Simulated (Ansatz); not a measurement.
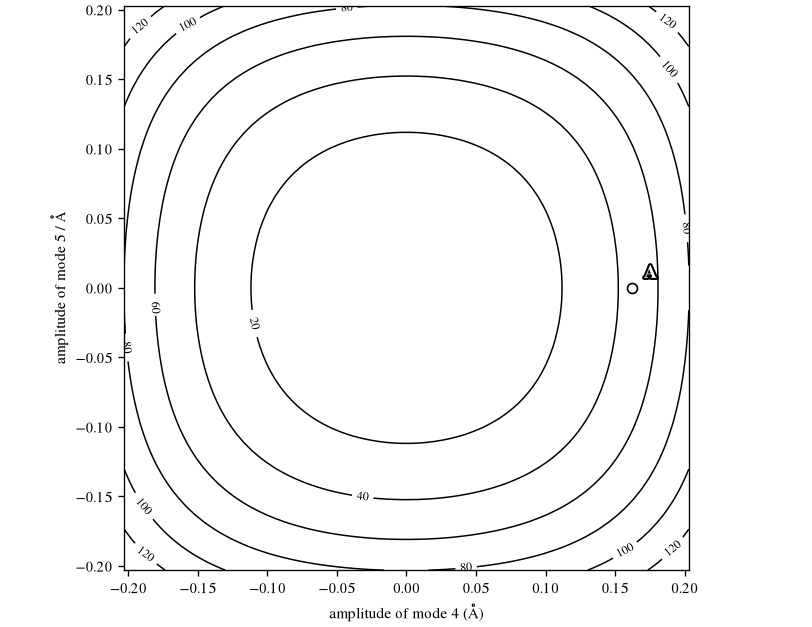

CdS (Fm-3m, No. 225; 2 atoms in the cell). The energy is mapped over two normal modes frozen in (zone-centre modes of the 2-atom cell of this scan). The first coordinate is: amplitude of mode 4 (139 cm⁻¹), largest displacement; the second: amplitude of mode 5 (139 cm⁻¹), largest displacement. Nothing is relaxed (the cell and all other modes fixed). The scan uses an 11 × 11 grid; 21 points were computed and 100 follow by symmetry. Points are written as (first, second). Energies are in meV per cell, from the lowest grid point. Level of theory: Ansatz, DFT r2SCAN, scalar-relativistic, plane waves, PAW. Settings: cutoff 500 eV, k-mesh 8×8×8, gaussian smearing 0.05 eV, no spin polarisation.

In the figure: contour lines labelled in meV, the point A. Between grid points the surface is interpolated.

Is A at rest? If not, where is it pushed?

A, at (0.162 Å, 0.000 Å), is not a stationary point. The computed force is 670 meV for each Å towards smaller values of the first coordinate and nearly zero along the second coordinate.
